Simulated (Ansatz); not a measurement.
Geometry relaxation of GaAs

The run: geometry relaxation of GaAs (F-43m, 2 atoms in the cell). Method and program: DFT PBE+D3(BJ), scalar-relativistic, plane waves, PAW, no spin polarisation (Ansatz 0.2.0).

The structure derives from an entry of the Crystallography Open Database. Figures and captions count atoms from 1; the log counts them from 0 in places.

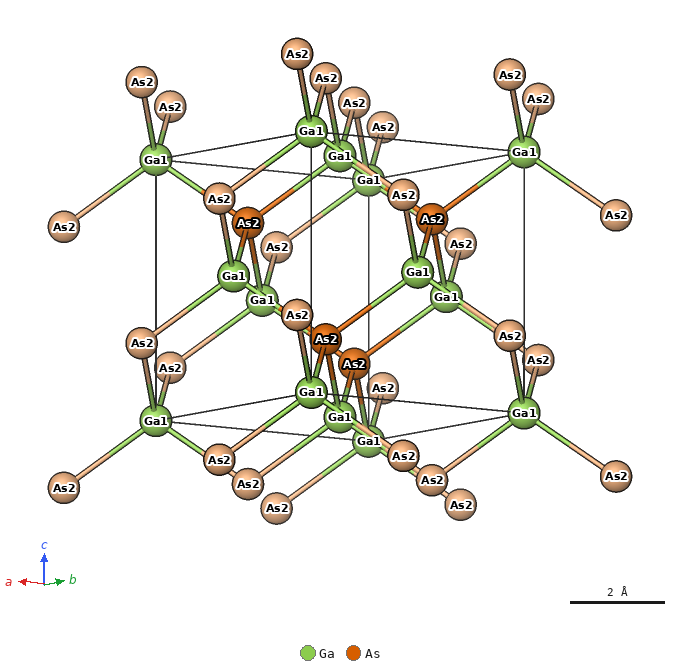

*The input geometry (ball-and-stick view of the cell 4 times as large as that of the calculation, set on its symmetry axes, seen at an oblique angle; neighbours outside the cell are drawn fainter; atoms are numbered from 1 in the order of the input).*

Near neighbours in the crystal (not all of them lie inside the picture): Ga has 4 As at 2.45 Å; As has 4 Ga at 2.45 Å.

**Summary**

- outcome: converged
- space group (tolerance 0.01 Å): F-43m (216)
- electrons treated: 28
- free energy: −8640.4899 eV
- Fermi energy: 8.239 eV
- gap on the k-point mesh: 0.43 eV
- pressure: 0.00 GPa
- final volume: 45.71 Å³
- largest force (length of the vector) at the end: under 0.001 eV/Å
- final cell: a = 4.013 Å, b = 4.013 Å, c = 4.013 Å, α = 60.00°, β = 60.00°, γ = 60.00°
- hardware: 4 threads of Intel Xeon (Granite Rapids), 32 GiB of memory available, shared host
- wall time: 4.7 s (CPU time 17 s)
- peak memory: 0.49 GiB

**Input file**
```yaml
crystal:
  lattice:
    - [0.0, 2.82685, 2.82685]
    - [2.82685, 0.0, 2.82685]
    - [2.82685, 2.82685, 0.0]
  atoms:
    - { symbol: Ga, position: [0.0, 0.0, 0.0] }
    - { symbol: As, position: [0.75, 0.75, 0.75] }
basis:
  ecutwfc: 420
kpoints:
  mp_grid: { grid: [12, 12, 12] }
hamiltonian:
  xc: pbe
  dispersion: d3bj
scf:
  occupations: { method: gaussian, width: 0.02 }
output:
  forces: true
  stress: true
  eigenvalues: true
relax:
  adjacent_minimum: "off"
  f_tol: 0.005
  max_steps: 80
  cell: { stress_tol: 0.05 }
```

Launch command:
```bash
ansatz run input.yaml --threads 4 --pin off --max-ram 10240MiB --backend cpu --events-out ev --progress --plain --runs-dir out
```

**The program's output**
```
Engine: ansatz 0.2.0, x86_64-unknown-linux-gnu
Pseudopotentials: kind: paw
Pseudopotential: Ga, paw, valence charge 13, recommended cutoff 420 eV (normal), Ga.paw.azcp
Pseudopotential: As, paw, valence charge 15, recommended cutoff 420 eV (normal), As.paw.azcp
Functional definition: PBE
  parameter kappa = 0.804
  parameter beta = 0.06672455060314922
  exchange = pbe_x(kappa = kappa, mu = beta*pi^2/3)
  correlation = pbe_c(beta = beta)
Crystal: 2 atoms, lattice volume = 45.179 Å³
Basis set: ecut = 420 eV, 893 PW (Γ), exchange–correlation on 54×54×54 points (8 copies of the dense FFT grid, shifted against one another)
Bands: 18, of which v1, the nominal top of the filled ones, is band 14 counted from 1 (13 counted from 0)
Symmetry: 24 space group operations
Space group: F-43m (ITA 216), of the structure as read, at distance tolerance 3.6e-5 Å
k-points: 72 of 1728 (time reversal used)
Non-local potential: Ga, projectors of the file, l = 0: 2, l = 1: 2, l = 2: 3, l = 3: 1
Non-local potential: As, projectors of the file, l = 0: 2, l = 1: 2, l = 2: 3, l = 3: 1
PAW form: soft (Blöchl's): semilocal exchange-correlation on the pseudo side does not see the compensation charge
PAW one-centre angular grid: Ga, 590 points (default); XC on 64 Gauss nodes
PAW one-centre angular grid: As, 590 points (default); XC on 64 Gauss nodes
Initial density: superposition of atomic densities (neutral atoms: chi_scale 0, normalization atom), corrected by the library's trained network
Initial wavefunctions: pseudopotential atomic-orbital guess
Functional: x = pbe(κ = 0.804, μ = 0.2195149727645171), c = pbe(β = 0.06672455060314922)
SCF iter   1: F=—  HF=-8640.489562 eV  |F-HF|=—  |Δ(HF+E_count)|=         —  Δρ=1.88e-3  dr2=2.70e-3  ethr=1.77e-3  ⟨swp⟩=6.0  Hψ=6087  notcnv=0
preconditioner: auto → none  [insulator: Δε(μ)=0.507 eV  Ē_g=15.488 eV  σ=0.020 eV  W_gap=1.00  n_scr=14 (ndim 8)  ℏωp=23.4 eV  f_vac=0.086  D(μ)=0.00/eV (n_scr^D=0)  ε∞_Penn≈3.3]
SCF iter   2: F=—  HF=-8640.488604 eV  |F-HF|=—  |Δ(HF+E_count)|=   9.58e-4  Δρ=9.00e-4  dr2=3.15e-4  ethr=9.66e-6  ⟨swp⟩=2.0  Hψ=2808  notcnv=0
SCF iter   3: F=—  HF=-8640.488530 eV  |F-HF|=—  |Δ(HF+E_count)|=   7.38e-5  Δρ=2.76e-4  dr2=4.02e-5  ethr=1.13e-6  ⟨swp⟩=2.0  Hψ=2116  notcnv=0
SCF iter   4: F=—  HF=-8640.488545 eV  |F-HF|=—  |Δ(HF+E_count)|=   1.46e-5  Δρ=1.43e-4  dr2=1.23e-5  ethr=1.44e-7  ⟨swp⟩=2.0  Hψ=1857  notcnv=0
SCF iter   5: F=—  HF=-8640.488552 eV  |F-HF|=—  |Δ(HF+E_count)|=   7.41e-6  Δρ=3.96e-5  dr2=7.65e-7  ethr=4.39e-8  ⟨swp⟩=2.0  Hψ=1584  notcnv=0
SCF iter   6: F=-8640.488553 eV  HF=-8640.488553 eV  |F-HF|=4.82e-9  |Δ(HF+E_count)|=   5.19e-7  Δρ=6.28e-6  dr2=2.39e-8  ethr=3.57e-10  ⟨swp⟩=5.4  Hψ=5917  notcnv=0
SCF 1 converged in 6 iterations: F = -8640.488553 eV  dr2 = 2.39e-8
  greatest PAW one-centre occupation: 0.999 electrons in one spin orbital (limit 2), on the As atom at site 1 (counted from 0), in its partial waves of l = 2
relax step   1: F+E_penalty+E_count = -8640.48855273 eV  Δ(F+E_penalty+E_count) = +0.000e0 eV  max|allowed force component| = 1.203e-16 eV/Å  Δτ_max = 0.0000 Å  P = +0.816 GPa  Ω = 45.179 Å³  (6 SCF iters, dr2 threshold 1.00e-7 eV, accepted)
Crystal: 2 atoms, lattice volume = 45.613 Å³
Initial density: handed on by an earlier stage of this run
Initial wavefunctions: those handed on with the density
iter 1 solved again at ethr=2.83e-7 eV; its pass at ethr=3.10e-3 eV (dr2=7.94e-5 eV) is discarded
SCF iter   1: F=—  HF=-8640.489754 eV  |F-HF|=—  |Δ(HF+E_count)|=         —  Δρ=3.63e-4  dr2=7.48e-5  ethr=2.83e-7  ⟨swp⟩=2.0  Hψ=7291  notcnv=0
preconditioner: auto → none  [insulator: Δε(μ)=0.445 eV  Ē_g=15.427 eV  σ=0.020 eV  W_gap=1.00  n_scr=14 (ndim 8)  ℏωp=23.3 eV  f_vac=0.083  D(μ)=0.00/eV (n_scr^D=0)  ε∞_Penn≈3.3]
SCF iter   2: F=—  HF=-8640.489753 eV  |F-HF|=—  |Δ(HF+E_count)|=   8.77e-7  Δρ=1.74e-4  dr2=1.40e-5  ethr=2.67e-7  ⟨swp⟩=2.0  Hψ=1494  notcnv=0
SCF iter   3: F=—  HF=-8640.489757 eV  |F-HF|=—  |Δ(HF+E_count)|=   4.19e-6  Δρ=3.39e-5  dr2=8.28e-7  ethr=5.00e-8  ⟨swp⟩=3.0  Hψ=2089  notcnv=0
SCF iter   4: F=-8640.489757 eV  HF=-8640.489757 eV  |F-HF|=3.20e-8  |Δ(HF+E_count)|=   1.96e-7  Δρ=1.15e-5  dr2=3.47e-8  ethr=7.14e-10  ⟨swp⟩=5.7  Hψ=6088  notcnv=0
SCF 2 converged in 4 iterations: F = -8640.489757 eV  dr2 = 3.47e-8
relax step   2: F+E_penalty+E_count = -8640.48975700 eV  Δ(F+E_penalty+E_count) = -1.204e-3 eV  max|allowed force component| = 2.255e-17 eV/Å  Δτ_max = 0.0000 Å  P = +0.147 GPa  Ω = 45.613 Å³  energy of the carried Pulay correction = -9.194e-5 eV  (4 SCF iters, dr2 threshold 2.00e-7 eV, accepted)
Crystal: 2 atoms, lattice volume = 45.710 Å³
iter 1 solved again at ethr=1.35e-8 eV; its pass at ethr=3.10e-3 eV (dr2=3.79e-6 eV) is discarded
SCF iter   1: F=—  HF=-8640.489783 eV  |F-HF|=—  |Δ(HF+E_count)|=         —  Δρ=8.16e-5  dr2=3.63e-6  ethr=1.35e-8  ⟨swp⟩=2.0  Hψ=7153  notcnv=0
preconditioner: auto → none  [insulator: Δε(μ)=0.429 eV  Ē_g=15.418 eV  σ=0.020 eV  W_gap=1.00  n_scr=14 (ndim 8)  ℏωp=23.3 eV  f_vac=0.081  D(μ)=0.00/eV (n_scr^D=0)  ε∞_Penn≈3.3]
SCF iter   2: F=—  HF=-8640.489782 eV  |F-HF|=—  |Δ(HF+E_count)|=   8.72e-7  Δρ=4.05e-5  dr2=7.40e-7  ethr=1.30e-8  ⟨swp⟩=2.0  Hψ=1517  notcnv=0
SCF iter   3: F=-8640.489782 eV  HF=-8640.489782 eV  |F-HF|=4.05e-8  |Δ(HF+E_count)|=   3.50e-7  Δρ=8.28e-6  dr2=3.06e-8  ethr=1.94e-10  ⟨swp⟩=3.0  Hψ=5402  notcnv=0
SCF 3 converged in 3 iterations: F = -8640.489782 eV  dr2 = 3.06e-8
relax step   3: F+E_penalty+E_count = -8640.48978223 eV  Δ(F+E_penalty+E_count) = -2.523e-5 eV  max|allowed force component| = 3.780e-17 eV/Å  Δτ_max = 0.0000 Å  P = +0.004 GPa  Ω = 45.710 Å³  energy of the carried Pulay correction = -1.123e-4 eV  (3 SCF iters, dr2 threshold 5.42e-8 eV, accepted)
Initial wavefunctions: pseudopotential atomic-orbital guess (no wavefunctions were taken with the density)
iter 1 solved again at ethr=2.81e-7 eV; its pass at ethr=3.10e-3 eV (dr2=7.86e-5 eV) is discarded
SCF iter   1: F=—  HF=-8640.489894 eV  |F-HF|=—  |Δ(HF+E_count)|=         —  Δρ=9.31e-6  dr2=2.88e-8  ethr=2.81e-7  ⟨swp⟩=3.0  Hψ=9154  notcnv=0
eigensolver tolerance schedule: the retry pair's looser diagonalisation over-reported the residual by 2730.57 of it (diagonalisation noise at 0.33 of the residual, at the tolerance the schedule requests for it); recorded, not acted on — ethr = c·dr2/N_el stays at c = 1.0e-1
preconditioner: auto → none  [insulator: Δε(μ)=0.429 eV  Ē_g=15.419 eV  σ=0.020 eV  W_gap=1.00  n_scr=14 (ndim 8)  ℏωp=23.3 eV  f_vac=0.079  D(μ)=0.00/eV (n_scr^D=0)  ε∞_Penn≈3.3]
SCF iter   2: F=—  HF=-8640.489893 eV  |F-HF|=—  |Δ(HF+E_count)|=   1.15e-6  Δρ=1.16e-5  dr2=3.03e-8  ethr=1.03e-10  ⟨swp⟩=2.0  Hψ=2304  notcnv=0
SCF iter   3: F=—  HF=-8640.489893 eV  |F-HF|=—  |Δ(HF+E_count)|=   4.46e-9  Δρ=3.23e-6  dr2=2.45e-9  ethr=1.03e-10  ⟨swp⟩=2.0  Hψ=1844  notcnv=0
SCF iter   4: F=—  HF=-8640.489893 eV  |F-HF|=—  |Δ(HF+E_count)|=   2.79e-9  Δρ=1.22e-6  dr2=8.84e-10  ethr=8.76e-12  ⟨swp⟩=2.0  Hψ=1944  notcnv=0
SCF iter   5: F=—  HF=-8640.489893 eV  |F-HF|=—  |Δ(HF+E_count)|=  3.82e-10  Δρ=1.73e-7  dr2=2.03e-11  ethr=3.16e-12  ⟨swp⟩=2.0  Hψ=2304  notcnv=0
SCF iter   6: F=-8640.489893 eV  HF=-8640.489893 eV  |F-HF|=3.64e-12  |Δ(HF+E_count)|=  1.82e-11  Δρ=3.66e-8  dr2=3.50e-13  ethr=1.00e-12  ⟨swp⟩=5.0  Hψ=5469  notcnv=0
SCF 4 converged in 6 iterations: F = -8640.489893 eV  dr2 = 3.50e-13
relax step   4: F+E_penalty+E_count = -8640.48989284 eV  Δ(F+E_penalty+E_count) = -1.106e-4 eV  max|allowed force component| = 1.561e-17 eV/Å  Δτ_max = 0.0000 Å  P = +0.004 GPa  Ω = 45.710 Å³  stress off target by 3.97e-3 GPa  SCF on the basis re-selected at this cell (its energy is not comparable with the rows above)  (6 SCF iters)
```

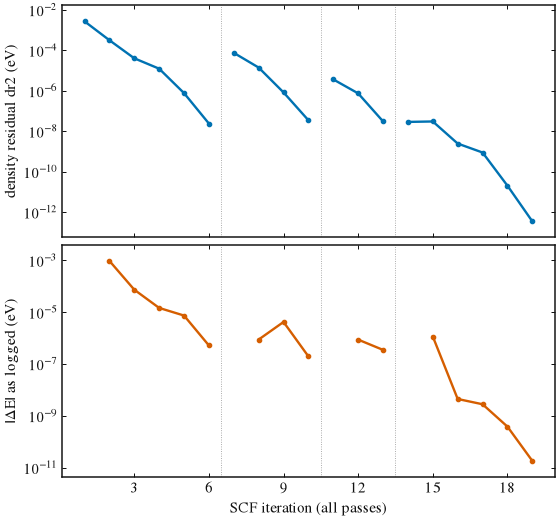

*Convergence of the self-consistent field: density residual dr2 and size of the energy change against the SCF iteration. The dotted lines part the SCF passes of the relaxation: geometry steps, rejected trials and re-solves on a re-selected basis.*

The passes take 6, 4, 3 and 6 iterations.

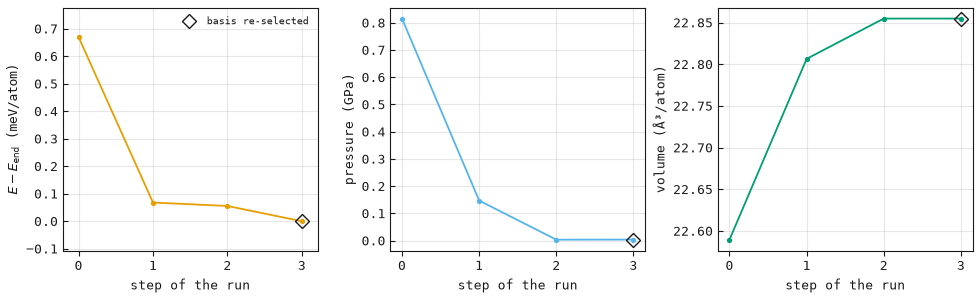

*Progress of the relaxation, step by step (the first geometry is step 0 here and step 1 in the log).*

No atom moves by more than 0.005 Å relative to the cell. Over 2 geometry steps the energy falls by 0.6 meV per atom. All forces vanish by symmetry, so only the cell relaxes. The pressure goes from 0.82 to 0.00 GPa. A last SCF at the same geometry on a re-selected plane-wave basis shifts the energy by −0.1 meV per atom.

```
basis re-selected at this cell: Δ(F+E_penalty+E_count) = -1.106e-4 eV, ΔP = +0.000 GPa vs the last step (what re-selecting the basis moved, of the pressure what is left beyond the Pulay correction that the steps carried, after the strain that the cell walked since its last selection, with what the two solves' SCF thresholds leave and, on support functions, any second-order correction that the steps lacked; it is no measure of the basis error at this ecutwfc). This SCF's stress stands 3.97e-3 GPa from its target on what of the cell is left free (relax.cell.stress_tol is 5.00e-2 GPa) and its largest allowed force component is 1.56e-17 eV/Å (relax.f_tol is 5.00e-3 eV/Å): within both
SCF converged after 6 iterations
Free energy (F): -8640.489893 eV
Harris-Foulkes:  -8640.489893 eV  (|F-HF|=3.64e-12)
Internal energy: -8640.489893 eV  (E = F + TS)
E sigma→0 (E₀):  -8640.489893 eV
Fermi energy:    8.238932 eV
--- Per-component energies (eV) ---
  E_band       = -315.789754
  E_kinetic    = 219.153680
  E_local      = -3932.413510  (includes V_loc(G=0)·N_el)
  E_nonlocal   = -245.802687
  E_hartree    = 1980.074305
  E_xc         = -148.344688
  E_vxc        = -137.321457  (∫ρ·V_xc dr)
  E_paw        = -3824.268211  (= ΣΔE_a)
  E_vpaw       = -179.554249  (= ΣTr[D̂ρ^β])
  E_aug_tail   = -0.000121  (compensation charges beyond the density's cutoff)
  E_ewald      = -2688.246919
  E_disp       = -0.641742  (pairwise vdW)
  E_smearing   = -0.000000  (= −TS)
  E_closure    = 0.000000  (closes the sum)
  Σ components = -8640.489893   (vs F -8640.489893, Δ=0.00e0)
--- Forces (eV/Å), atoms counted from 1 ---
  atom   1  Ga    -0.00000000    -0.00000000     0.00000000
  atom   2  As     0.00000000    -0.00000000    -0.00000000
  max |Σ_I F_I| component: 2.67e-17 eV/Å
--- Stress (GPa, compression-positive) ---
        0.003971      -0.000000      -0.000000
       -0.000000       0.003971       0.000000
       -0.000000       0.000000       0.003971
  P = ⅓ Tr σ = 0.0040 GPa (0.040 kbar)
--- Band table (eV; the first three rows and the last of 72) ---
  k-point 0: bands = ["-27.1003", "-27.1003", "-27.1003", "-27.0910", "-27.0910", "-6.7353", "-6.7353", "-6.7353", "-6.6591", "-6.6591", "-4.6203", "8.0239", "8.0239", "8.0239", "8.4530", "11.7617", "11.7617", "11.7617"]
  k-point 1: bands = ["-27.1003", "-27.1003", "-27.1003", "-27.0910", "-27.0910", "-6.7413", "-6.7337", "-6.7337", "-6.6592", "-6.6592", "-4.5398", "6.7971", "7.9128", "7.9128", "9.3192", "11.9088", "11.9277", "11.9277"]
  k-point 2: bands = ["-27.1003", "-27.1001", "-27.1001", "-27.0910", "-27.0910", "-6.7571", "-6.7295", "-6.7295", "-6.6593", "-6.6593", "-4.3053", "5.3184", "7.6510", "7.6510", "9.6114", "12.3005", "12.3005", "12.6734"]
  k-point 71: bands = ["-27.1001", "-27.0997", "-27.0986", "-27.0911", "-27.0904", "-6.8315", "-6.7048", "-6.6925", "-6.6693", "-6.6556", "-2.1166", "1.4509", "4.5485", "4.7414", "12.5929", "12.7425", "13.4035", "14.0691"]
--- Relaxed structure (3 steps of the walk, 3 accepted, 1 SCFs on fresh bases) ---
  F+E_penalty+E_count = -8640.48989284 eV   max|allowed force component| = 1.561e-17 eV/Å   (the final SCF, on the basis selected at the relaxed cell)
  cell:  # Å, volume = 45.7097 Å³
    - [-1.5286116098686752e-34, 2.8378712496570504, 2.8378712496570504]
    - [2.8378712496570504, 6.216353880132619e-33, 2.8378712496570504]
    - [2.8378712496570504, 2.8378712496570504, 4.84060343125081e-33]
  atoms:
    - { symbol: Ga, position: [8.57301182124015e-34, -8.686561646687038e-34, -9.027211123027709e-34] }
    - { symbol: As, position: [0.7499999999999999, 0.7499999999999999, 0.7499999999999999] }
```

**Trajectory as extended XYZ (Å, eV, eV/Å), 4 frames, from step=1 to step=4**
```
2
Lattice="0.0000 2.8268 2.8268 2.8268 0.0000 2.8268 2.8268 2.8268 0.0000" Properties=species:S:1:pos:R:3:forces:R:3 step=1 energy=-8640.48855 pressure_GPa=0.82
Ga    0.0000    0.0000    0.0000    0.0000   0.0000   0.0000
As    4.2403    4.2403    4.2403    0.0000   0.0000   0.0000
2
Lattice="0.0000 2.8359 2.8359 2.8359 0.0000 2.8359 2.8359 2.8359 0.0000" Properties=species:S:1:pos:R:3:forces:R:3 step=2 energy=-8640.48976 pressure_GPa=0.15
Ga    0.0000    0.0000    0.0000    0.0000   0.0000   0.0000
As    4.2538    4.2538    4.2538    0.0000   0.0000   0.0000
2
Lattice="0.0000 2.8379 2.8379 2.8379 0.0000 2.8379 2.8379 2.8379 0.0000" Properties=species:S:1:pos:R:3:forces:R:3 step=3 energy=-8640.48978 pressure_GPa=0.00
Ga    0.0000    0.0000    0.0000    0.0000   0.0000   0.0000
As    4.2568    4.2568    4.2568    0.0000   0.0000   0.0000
2
Lattice="0.0000 2.8379 2.8379 2.8379 0.0000 2.8379 2.8379 2.8379 0.0000" Properties=species:S:1:pos:R:3:forces:R:3 step=4 energy=-8640.48989 pressure_GPa=0.00
Ga    0.0000    0.0000    0.0000    0.0000   0.0000   0.0000
As    4.2568    4.2568    4.2568    0.0000   0.0000   0.0000
```
